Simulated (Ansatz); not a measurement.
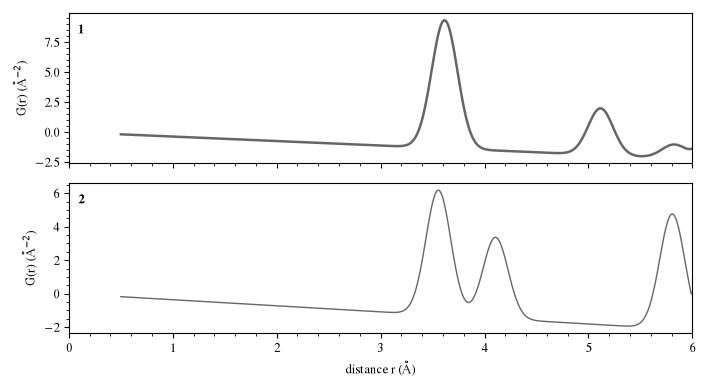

Simulated X-ray pair distribution function, G(r) = R(r)/r − 4πρ₀r, summed over the atomic distances of the structure with each pair weighted by the product of the atomic numbers (X-ray weights at Q = 0); every distance is a Gaussian of σ = 0.12 Å. There is no Q-range truncation.

Candidate polymorphs:

A. 
```cif
data_structure
_symmetry_space_group_name_H-M 'P6_3/mmc'
_symmetry_Int_Tables_number 194
_cell_length_a 3.6455
_cell_length_b 3.6455
_cell_length_c 5.8281
_cell_angle_alpha 90.000
_cell_angle_beta 90.000
_cell_angle_gamma 120.000
_cell_volume 67.08
loop_
_atom_site_label
_atom_site_type_symbol
_atom_site_symmetry_multiplicity
_atom_site_Wyckoff_symbol
_atom_site_fract_x
_atom_site_fract_y
_atom_site_fract_z
_atom_site_occupancy
Gd1 Gd 2 d 0.33333 0.66667 0.75000 1
```

B. 
```cif
data_structure
_symmetry_space_group_name_H-M 'Im-3m'
_symmetry_Int_Tables_number 229
_cell_length_a 4.1085
_cell_length_b 4.1085
_cell_length_c 4.1085
_cell_angle_alpha 90.000
_cell_angle_beta 90.000
_cell_angle_gamma 90.000
_cell_volume 69.35
loop_
_atom_site_label
_atom_site_type_symbol
_atom_site_symmetry_multiplicity
_atom_site_Wyckoff_symbol
_atom_site_fract_x
_atom_site_fract_y
_atom_site_fract_z
_atom_site_occupancy
Gd1 Gd 2 a 0.00000 0.00000 0.00000 1
```

Origins: A, coordinates from a relaxation at fixed volume with DFT PBE, spin-orbit coupling, plane waves, PAW in Ansatz; B, the input geometry of an electronic-structure calculation (not necessarily at equilibrium); the starting structure was generated, so it need not be a known form of this composition.

> Which PDF belongs to which candidate?

curve 1 is A (Gd, first clear peaks at 3.62 Å (Gd–Gd) and 5.12 Å (Gd–Gd)); curve 2 is B (Gd, first clear peaks at 3.56 Å (Gd–Gd) and 4.11 Å (Gd–Gd)).
